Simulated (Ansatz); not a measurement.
**Run report: C, geometry relaxation (part 1 of 2)**

The run: geometry relaxation of C (Fmmm, 2 atoms in the cell). Method and program: DFT LDA, scalar-relativistic, plane waves, PAW, no spin polarisation (Ansatz 0.2.0).

The structure derives from an entry of the Crystallography Open Database. Figures and captions count atoms from 1; the log counts them from 0 in places.

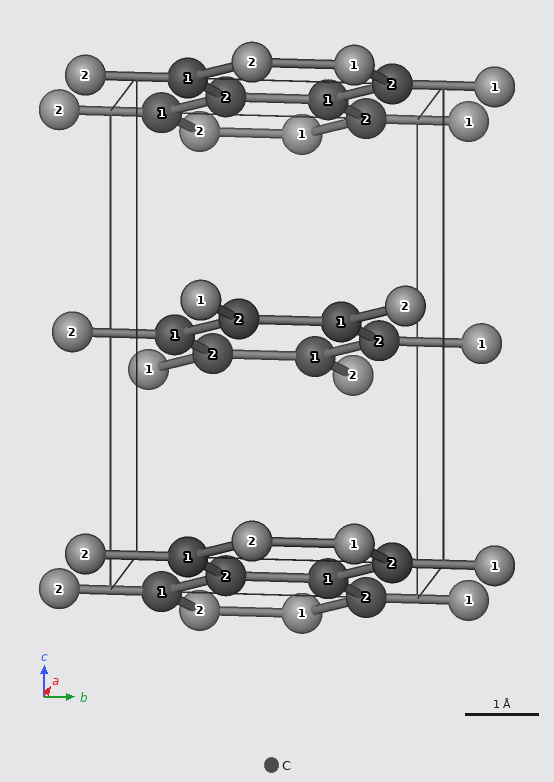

Figure 1. The structure as given in the input (ball-and-stick view of the cell 4 times as large as that of the calculation, set on its symmetry axes, seen at an oblique angle; neighbours outside the cell are drawn fainter; atoms are numbered from 1 in the order of the input). An atom can appear more than once, as a periodic image. Near neighbours in the periodic cell (some may lie outside the picture): C has 3 C at 1.42 Å.

Results in brief:

- outcome: converged
- space group (tolerance 0.01 Å): Fmmm (69)
- electrons treated: 8
- free energy: −485.9641 eV
- Fermi energy: 7.114 eV
- gap on the k-point mesh: 0.38 eV
- pressure: 0.01 GPa
- final volume: 17.44 Å³
- largest force (length of the vector) at the end: under 0.001 eV/Å
- final cell: a = 3.979 Å, b = 3.584 Å, c = 2.445 Å, α = 80.18°, β = 62.56°, γ = 37.26°
- hardware: 1 thread of Arm Neoverse V2, 128 GiB of memory available, shared host
- wall time: 40 s
- peak memory: 0.35 GiB

Input file:
```yaml
crystal:
  lattice:
    - [0.0, 2.127, 3.348]
    - [1.228, 0.0, 3.348]
    - [1.228, 2.127, 0.0]
  atoms:
    - { symbol: C, position: [0.16667, 0.83333, 0.16667] }
    - { symbol: C, position: [0.83333, 0.16667, 0.83333] }
basis:
  ecutwfc: 420
kpoints:
  mp_grid: { grid: [14, 14, 14] }
hamiltonian:
  xc: lda
scf:
  occupations: { method: gaussian, width: 0.02 }
output:
  forces: true
  stress: true
  eigenvalues: true
  write_density: true
  write_potential: true
  elf: true
  volumetric_format: npy
relax:
  adjacent_minimum: "off"
  f_tol: 0.005
  max_steps: 80
  cell: { stress_tol: 0.05 }
```

Command:
```bash
ansatz run input.yaml --threads 1 --pin off --max-ram 2560MiB --backend cpu --events-out ev --progress --plain --runs-dir out
```

Log:
```
Engine: ansatz 0.2.0, aarch64-unknown-linux-gnu
Pseudopotentials: kind: paw
Pseudopotential: C, paw, valence charge 4, recommended cutoff 420 eV (normal), C.paw.azcp
Functional definition: SPW92
  exchange = slater_x
  correlation = pw_c
Crystal: 2 atoms, lattice volume = 17.490 Å³
Basis set: ecut = 420 eV, 333 PW (Γ)
Bands: 8, of which v1, the nominal top of the filled ones, is band 4 counted from 1 (3 counted from 0)
Symmetry: 8 space group operations
Space group: Fmmm (ITA 69), of the structure as read, at distance tolerance 2.6e-5 Å
k-points: 428 of 2744
Non-local potential: C, projectors of the file, l = 0: 2, l = 1: 2, l = 2: 1
PAW form: soft (Blöchl's): semilocal exchange-correlation on the pseudo side does not see the compensation charge
PAW frozen core: C, regenerated for the run's functional, and the local potential with it (the file was generated under x = pbe(κ = 0.804, μ = 0.2195149727645171), c = pbe(β = 0.06672455060314922))
PAW one-centre angular grid: C, 110 points (default); XC on 64 Gauss nodes
Initial density: superposition of atomic densities (neutral atoms: chi_scale 0, normalization atom), corrected by the library's trained network
Initial wavefunctions: pseudopotential atomic-orbital guess
Functional: x = slater, c = lda
SCF iter   1: F=—  HF=-485.961150 eV  |F-HF|=—  |Δ(HF+E_count)|=         —  Δρ=5.87e-3  dr2=2.05e-3  ethr=1.77e-3  ⟨swp⟩=4.8  Hψ=22589  notcnv=0
preconditioner: auto → none  [insulator: Δε(μ)=0.326 eV  Ē_g=18.281 eV  σ=0.020 eV  W_gap=1.00  n_scr=2 (ndim 8)  ℏωp=25.1 eV  f_vac=0.005  D(μ)=0.00/eV (n_scr^D=0)  ε∞_Penn≈2.9]
SCF iter   2: F=—  HF=-485.961107 eV  |F-HF|=—  |Δ(HF+E_count)|=   4.28e-5  Δρ=2.84e-3  dr2=4.85e-4  ethr=2.57e-5  ⟨swp⟩=2.3  Hψ=7679  notcnv=0
SCF iter   3: F=—  HF=-485.961028 eV  |F-HF|=—  |Δ(HF+E_count)|=   7.92e-5  Δρ=1.95e-4  dr2=8.44e-6  ethr=6.06e-6  ⟨swp⟩=1.0  Hψ=3424  notcnv=0
SCF iter   4: F=—  HF=-485.961025 eV  |F-HF|=—  |Δ(HF+E_count)|=   2.67e-6  Δρ=8.01e-5  dr2=1.57e-6  ethr=1.05e-7  ⟨swp⟩=2.0  Hψ=4702  notcnv=0
iter 5 did not close the SCF: its close was put off for the readings that it lacked (scf_convergence_deferred on its scf_iter line)
SCF iter   5: F=-485.961025 eV  HF=-485.961025 eV  |F-HF|=1.91e-8  |Δ(HF+E_count)|=   7.01e-7  Δρ=1.37e-5  dr2=2.84e-8  ethr=1.96e-8  ⟨swp⟩=2.2  Hψ=5040  notcnv=0
SCF iter   6: F=-485.961025 eV  HF=-485.961025 eV  |F-HF|=9.46e-10  |Δ(HF+E_count)|=   1.21e-8  Δρ=3.34e-6  dr2=1.41e-9  ethr=3.55e-10  ⟨swp⟩=5.7  Hψ=16966  notcnv=0
SCF 1 converged in 6 iterations: F = -485.961025 eV  dr2 = 1.41e-9
  greatest PAW one-centre occupation: 0.667 electrons in one spin orbital (limit 2), on the C atom at site 1 (counted from 0), in its partial waves of l = 0
relax step   1: F+E_penalty+E_count = -485.96102455 eV  Δ(F+E_penalty+E_count) = +0.000e0 eV  max|allowed force component| = 3.488e-2 eV/Å  Δτ_max = 0.0000 Å  P = -3.824 GPa  Ω = 17.490 Å³  (6 SCF iters, dr2 threshold 1.00e-7 eV, accepted)
Crystal: 2 atoms, lattice volume = 17.422 Å³
Basis set: ecut = 420 eV, 329 PW (Γ)
Initial density: handed on by an earlier stage of this run
Initial wavefunctions: those handed on with the density
iter 1 solved again at ethr=6.78e-6 eV; its pass at ethr=3.10e-3 eV (dr2=5.43e-4 eV) is discarded
SCF iter   1: F=—  HF=-485.964213 eV  |F-HF|=—  |Δ(HF+E_count)|=         —  Δρ=1.94e-3  dr2=6.06e-4  ethr=6.78e-6  ⟨swp⟩=2.3  Hψ=31525  notcnv=0
preconditioner: auto → none  [insulator: Δε(μ)=0.353 eV  Ē_g=18.375 eV  σ=0.020 eV  W_gap=1.00  n_scr=2 (ndim 8)  ℏωp=25.2 eV  f_vac=0.000  D(μ)=0.00/eV (n_scr^D=0)  ε∞_Penn≈2.9]
SCF iter   2: F=—  HF=-485.963979 eV  |F-HF|=—  |Δ(HF+E_count)|=   2.35e-4  Δρ=7.50e-4  dr2=8.68e-5  ethr=6.78e-6  ⟨swp⟩=2.0  Hψ=4892  notcnv=0
SCF iter   3: F=—  HF=-485.963942 eV  |F-HF|=—  |Δ(HF+E_count)|=   3.63e-5  Δρ=5.86e-5  dr2=1.52e-7  ethr=1.08e-6  ⟨swp⟩=2.6  Hψ=5116  notcnv=0
iter 4 did not close the SCF: its close was put off for the readings that it lacked (scf_convergence_deferred on its scf_iter line)
SCF iter   4: F=-485.963942 eV  HF=-485.963942 eV  |F-HF|=3.92e-12  |Δ(HF+E_count)|=   1.02e-7  Δρ=2.93e-6  dr2=8.15e-10  ethr=1.90e-9  ⟨swp⟩=2.5  Hψ=5012  notcnv=0
iter 5 did not close the SCF: its close was put off for the readings that it lacked (scf_convergence_deferred on its scf_iter line)
SCF iter   5: F=-485.963942 eV  HF=-485.963942 eV  |F-HF|=6.25e-13  |Δ(HF+E_count)|=  3.26e-10  Δρ=3.85e-7  dr2=7.37e-12  ethr=1.02e-11  ⟨swp⟩=2.4  Hψ=5091  notcnv=0
SCF iter   6: F=-485.963942 eV  HF=-485.963942 eV  |F-HF|=2.27e-13  |Δ(HF+E_count)|=  5.68e-13  Δρ=2.51e-8  dr2=6.93e-14  ethr=1.00e-12  ⟨swp⟩=4.3  Hψ=13534  notcnv=0
SCF 2 converged in 6 iterations: F = -485.963942 eV  dr2 = 6.93e-14
  greatest PAW one-centre occupation: 0.670 electrons in one spin orbital (limit 2), on the C atom at site 1 (counted from 0), in its partial waves of l = 0
relax step   2: F+E_penalty+E_count = -485.96394243 eV  Δ(F+E_penalty+E_count) = -2.918e-3 eV  max|allowed force component| = 1.726e-2 eV/Å  Δτ_max = 0.0002 Å  P = -1.204 GPa  Ω = 17.422 Å³  energy of the carried Pulay correction = +2.994e-4 eV  (6 SCF iters, dr2 threshold 2.00e-7 eV, accepted)
Crystal: 2 atoms, lattice volume = 17.388 Å³
iter 1 solved again at ethr=1.53e-6 eV; its pass at ethr=3.10e-3 eV (dr2=1.23e-4 eV) is discarded
SCF iter   1: F=—  HF=-485.964434 eV  |F-HF|=—  |Δ(HF+E_count)|=         —  Δρ=9.11e-4  dr2=1.35e-4  ethr=1.53e-6  ⟨swp⟩=2.4  Hψ=30314  notcnv=0
preconditioner: auto → none  [insulator: Δε(μ)=0.364 eV  Ē_g=18.404 eV  σ=0.020 eV  W_gap=1.00  n_scr=2 (ndim 8)  ℏωp=25.2 eV  f_vac=0.000  D(μ)=0.00/eV (n_scr^D=0)  ε∞_Penn≈2.9]
SCF iter   2: F=—  HF=-485.964381 eV  |F-HF|=—  |Δ(HF+E_count)|=   5.27e-5  Δρ=3.49e-4  dr2=1.93e-5  ethr=1.53e-6  ⟨swp⟩=2.0  Hψ=4912  notcnv=0
iter 3 did not close the SCF: its close was put off for the readings that it lacked (scf_convergence_deferred on its scf_iter line)
SCF iter   3: F=-485.964373 eV  HF=-485.964373 eV  |F-HF|=2.29e-8  |Δ(HF+E_count)|=   8.12e-6  Δρ=2.74e-5  dr2=3.44e-8  ethr=2.41e-7  ⟨swp⟩=2.6  Hψ=5114  notcnv=0
iter 4 did not close the SCF: its close was put off for the readings that it lacked (scf_convergence_deferred on its scf_iter line)
SCF iter   4: F=-485.964373 eV  HF=-485.964373 eV  |F-HF|=1.98e-11  |Δ(HF+E_count)|=   2.22e-8  Δρ=1.25e-6  dr2=1.34e-10  ethr=4.31e-10  ⟨swp⟩=2.5  Hψ=5036  notcnv=0
iter 5 did not close the SCF: its close was put off for the readings that it lacked (scf_convergence_deferred on its scf_iter line)
SCF iter   5: F=-485.964373 eV  HF=-485.964373 eV  |F-HF|=2.84e-13  |Δ(HF+E_count)|=  9.01e-11  Δρ=1.80e-7  dr2=1.69e-12  ethr=1.68e-12  ⟨swp⟩=2.5  Hψ=5104  notcnv=0
SCF iter   6: F=-485.964373 eV  HF=-485.964373 eV  |F-HF|=0.00e0  |Δ(HF+E_count)|=  1.14e-13  Δρ=1.97e-8  dr2=5.15e-14  ethr=1.00e-12  ⟨swp⟩=4.0  Hψ=13089  notcnv=0
SCF 3 converged in 6 iterations: F = -485.964373 eV  dr2 = 5.15e-14
  greatest PAW one-centre occupation: 0.671 electrons in one spin orbital (limit 2), on the C atom at site 1 (counted from 0), in its partial waves of l = 0
relax step   3: F+E_penalty+E_count = -485.96437333 eV  Δ(F+E_penalty+E_count) = -4.309e-4 eV  max|allowed force component| = 3.122e-3 eV/Å  Δτ_max = 0.0001 Å  P = +0.020 GPa  Ω = 17.388 Å³  energy of the carried Pulay correction = +4.471e-4 eV  (6 SCF iters, dr2 threshold 2.00e-7 eV, accepted)
Initial wavefunctions: pseudopotential atomic-orbital guess (no wavefunctions were taken with the density)
iter 1 solved again at ethr=1.63e-7 eV; its pass at ethr=3.10e-3 eV (dr2=1.30e-5 eV) is discarded
SCF iter   1: F=—  HF=-485.964044 eV  |F-HF|=—  |Δ(HF+E_count)|=         —  Δρ=4.77e-5  dr2=4.69e-8  ethr=1.63e-7  ⟨swp⟩=2.5  Hψ=31796  notcnv=0
preconditioner: auto → none  [insulator: Δε(μ)=0.362 eV  Ē_g=18.398 eV  σ=0.020 eV  W_gap=1.00  n_scr=2 (ndim 8)  ℏωp=25.2 eV  f_vac=0.000  D(μ)=0.00/eV (n_scr^D=0)  ε∞_Penn≈2.9]
SCF iter   2: F=—  HF=-485.964044 eV  |F-HF|=—  |Δ(HF+E_count)|=   2.79e-7  Δρ=2.39e-5  dr2=1.17e-8  ethr=5.86e-10  ⟨swp⟩=2.1  Hψ=4948  notcnv=0
SCF iter   3: F=—  HF=-485.964044 eV  |F-HF|=—  |Δ(HF+E_count)|=   1.29e-8  Δρ=1.42e-6  dr2=3.02e-10  ethr=1.46e-10  ⟨swp⟩=2.0  Hψ=5123  notcnv=0
SCF iter   4: F=—  HF=-485.964044 eV  |F-HF|=—  |Δ(HF+E_count)|=  1.13e-10  Δρ=5.88e-7  dr2=4.38e-11  ethr=3.78e-12  ⟨swp⟩=2.1  Hψ=4592  notcnv=0
iter 5 did not close the SCF: its close was put off for the readings that it lacked (scf_convergence_deferred on its scf_iter line)
SCF iter   5: F=-485.964044 eV  HF=-485.964044 eV  |F-HF|=7.96e-13  |Δ(HF+E_count)|=  1.64e-11  Δρ=6.72e-8  dr2=8.46e-13  ethr=1.00e-12  ⟨swp⟩=2.4  Hψ=5119  notcnv=0
SCF iter   6: F=-485.964044 eV  HF=-485.964044 eV  |F-HF|=5.68e-14  |Δ(HF+E_count)|=  3.98e-13  Δρ=9.48e-9  dr2=1.84e-14  ethr=1.00e-12  ⟨swp⟩=4.0  Hψ=12870  notcnv=0
SCF 4 converged in 6 iterations: F = -485.964044 eV  dr2 = 1.84e-14
relax step   4: F+E_penalty+E_count = -485.96404388 eV  Δ(F+E_penalty+E_count) = +3.295e-4 eV  max|allowed force component| = 3.061e-3 eV/Å  Δτ_max = 0.0000 Å  P = -0.009 GPa  Ω = 17.388 Å³  stress off target by 1.06e-1 GPa  SCF on the basis re-selected at this cell (its energy is not comparable with the rows above)  (6 SCF iters)
basis re-selected at this cell: Δ(F+E_penalty+E_count) = +3.295e-4 eV, ΔP = -0.029 GPa vs the last step (what re-selecting the basis moved, of the pressure what is left beyond the Pulay correction that the steps carried, after the strain that the cell walked since its last selection, with what the two solves' SCF thresholds leave and, on support functions, any second-order correction that the steps lacked; it is no measure of the basis error at this ecutwfc). This SCF's stress stands 1.06e-1 GPa from its target on what of the cell is left free (relax.cell.stress_tol is 5.00e-2 GPa) and its largest allowed force component is 3.06e-3 eV/Å (relax.f_tol is 5.00e-3 eV/Å): not within both, so this SCF does not close the relaxation
Crystal: 2 atoms, lattice volume = 17.417 Å³
iter 1 solved again at ethr=1.80e-7 eV; its pass at ethr=3.10e-3 eV (dr2=1.44e-5 eV) is discarded
SCF iter   1: F=—  HF=-485.963917 eV  |F-HF|=—  |Δ(HF+E_count)|=         —  Δρ=2.30e-4  dr2=1.15e-5  ethr=1.80e-7  ⟨swp⟩=2.0  Hψ=30611  notcnv=0
preconditioner: auto → none  [insulator: Δε(μ)=0.370 eV  Ē_g=18.392 eV  σ=0.020 eV  W_gap=1.00  n_scr=2 (ndim 8)  ℏωp=25.2 eV  f_vac=0.000  D(μ)=0.00/eV (n_scr^D=0)  ε∞_Penn≈2.9]
SCF iter   2: F=—  HF=-485.963913 eV  |F-HF|=—  |Δ(HF+E_count)|=   3.90e-6  Δρ=9.88e-5  dr2=1.97e-6  ethr=1.44e-7  ⟨swp⟩=2.0  Hψ=4623  notcnv=0
iter 3 did not close the SCF: its close was put off for the readings that it lacked (scf_convergence_deferred on its scf_iter line)
SCF iter   3: F=-485.963913 eV  HF=-485.963913 eV  |F-HF|=1.12e-9  |Δ(HF+E_count)|=   6.61e-7  Δρ=1.14e-5  dr2=9.34e-9  ethr=2.47e-8  ⟨swp⟩=2.7  Hψ=4981  notcnv=0
iter 4 did not close the SCF: its close was put off for the readings that it lacked (scf_convergence_deferred on its scf_iter line)
SCF iter   4: F=-485.963913 eV  HF=-485.963913 eV  |F-HF|=3.30e-12  |Δ(HF+E_count)|=  5.36e-10  Δρ=2.94e-7  dr2=8.87e-12  ethr=1.17e-10  ⟨swp⟩=1.9  Hψ=4128  notcnv=0
iter 5 did not close the SCF: its close was put off for the readings that it lacked (scf_convergence_deferred on its scf_iter line)
SCF iter   5: F=-485.963913 eV  HF=-485.963913 eV  |F-HF|=5.68e-14  |Δ(HF+E_count)|=  3.47e-12  Δρ=7.93e-8  dr2=3.93e-13  ethr=1.00e-12  ⟨swp⟩=1.9  Hψ=4166  notcnv=0
iter 6 did not close the SCF: its close was put off for the readings that it lacked (scf_convergence_deferred on its scf_iter line)
SCF iter   6: F=-485.963913 eV  HF=-485.963913 eV  |F-HF|=1.14e-13  |Δ(HF+E_count)|=  3.41e-13  Δρ=1.22e-8  dr2=1.75e-14  ethr=1.00e-12  ⟨swp⟩=1.0  Hψ=3424  notcnv=0
SCF iter   7: F=-485.963913 eV  HF=-485.963913 eV  |F-HF|=1.14e-13  |Δ(HF+E_count)|=  2.27e-13  Δρ=5.69e-9  dr2=4.14e-15  ethr=1.00e-12  ⟨swp⟩=3.4  Hψ=11894  notcnv=0
the search or the solves at the SCF's close seem to have found levels that the self-consistency loop had missed (the run counts 1). By its estimate they hold under 1e-12 electrons; where the run keeps them, the occupations were computed again with them
SCF 5 converged in 7 iterations: F = -485.963913 eV  dr2 = 4.14e-15
relax step   5: F+E_penalty+E_count = -485.96391270 eV  Δ(F+E_penalty+E_count) = +1.312e-4 eV  max|allowed force component| = 4.318e-4 eV/Å  Δτ_max = 0.0000 Å  P = +0.021 GPa  Ω = 17.417 Å³  energy of the carried Pulay correction = -1.449e-4 eV  (7 SCF iters, accepted)
iter 1 solved again at ethr=1.65e-7 eV; its pass at ethr=3.10e-3 eV (dr2=1.32e-5 eV) is discarded
SCF iter   1: F=—  HF=-485.964053 eV  |F-HF|=—  |Δ(HF+E_count)|=         —  Δρ=1.45e-5  dr2=6.60e-9  ethr=1.65e-7  ⟨swp⟩=2.4  Hψ=31765  notcnv=0
eigensolver tolerance schedule: the retry pair's looser diagonalisation over-reported the residual by 1994.77 of it (diagonalisation noise at 0.12 of the residual, at the tolerance the schedule requests for it); recorded, not acted on — ethr = c·dr2/N_el stays at c = 1.0e-1
preconditioner: auto → none  [insulator: Δε(μ)=0.371 eV  Ē_g=18.394 eV  σ=0.020 eV  W_gap=1.00  n_scr=2 (ndim 8)  ℏωp=25.2 eV  f_vac=0.000  D(μ)=0.00/eV (n_scr^D=0)  ε∞_Penn≈2.9]
SCF iter   2: F=—  HF=-485.964052 eV  |F-HF|=—  |Δ(HF+E_count)|=   6.40e-7  Δρ=6.98e-6  dr2=1.02e-9  ethr=8.25e-11  ⟨swp⟩=2.9  Hψ=5777  notcnv=0
SCF iter   3: F=—  HF=-485.964052 eV  |F-HF|=—  |Δ(HF+E_count)|=   1.48e-9  Δρ=1.86e-6  dr2=6.97e-11  ethr=1.28e-11  ⟨swp⟩=1.0  Hψ=3473  notcnv=0
iter 4 did not close the SCF: its close was put off for the readings that it lacked (scf_convergence_deferred on its scf_iter line)
SCF iter   4: F=-485.964052 eV  HF=-485.964052 eV  |F-HF|=5.68e-13  |Δ(HF+E_count)|=  1.22e-10  Δρ=6.13e-8  dr2=8.40e-13  ethr=1.00e-12  ⟨swp⟩=2.1  Hψ=4965  notcnv=0
iter 5 did not close the SCF: its close was put off for the readings that it lacked (scf_convergence_deferred on its scf_iter line)
SCF iter   5: F=-485.964052 eV  HF=-485.964052 eV  |F-HF|=0.00e0  |Δ(HF+E_count)|=  3.41e-13  Δρ=1.45e-8  dr2=3.01e-14  ethr=1.00e-12  ⟨swp⟩=1.0  Hψ=3424  notcnv=0
iter 6 did not close the SCF: its close was put off for the readings that it lacked (scf_convergence_deferred on its scf_iter line)
SCF iter   6: F=-485.964052 eV  HF=-485.964052 eV  |F-HF|=5.68e-14  |Δ(HF+E_count)|=  1.71e-13  Δρ=2.28e-9  dr2=5.86e-16  ethr=1.00e-12  ⟨swp⟩=1.0  Hψ=3424  notcnv=0
iter 7 did not close the SCF: its close was put off for the readings that it lacked (scf_convergence_deferred on its scf_iter line)
SCF iter   7: F=-485.964052 eV  HF=-485.964052 eV  |F-HF|=2.27e-13  |Δ(HF+E_count)|=  2.84e-13  Δρ=5.78e-10  dr2=9.90e-17  ethr=1.00e-12  ⟨swp⟩=1.0  Hψ=3424  notcnv=0
SCF iter   8: F=-485.964052 eV  HF=-485.964052 eV  |F-HF|=1.71e-13  |Δ(HF+E_count)|=  1.71e-13  Δρ=1.69e-10  dr2=8.70e-18  ethr=1.00e-12  ⟨swp⟩=2.1  Hψ=9849  notcnv=0
SCF 6 converged in 8 iterations: F = -485.964052 eV  dr2 = 8.70e-18
```
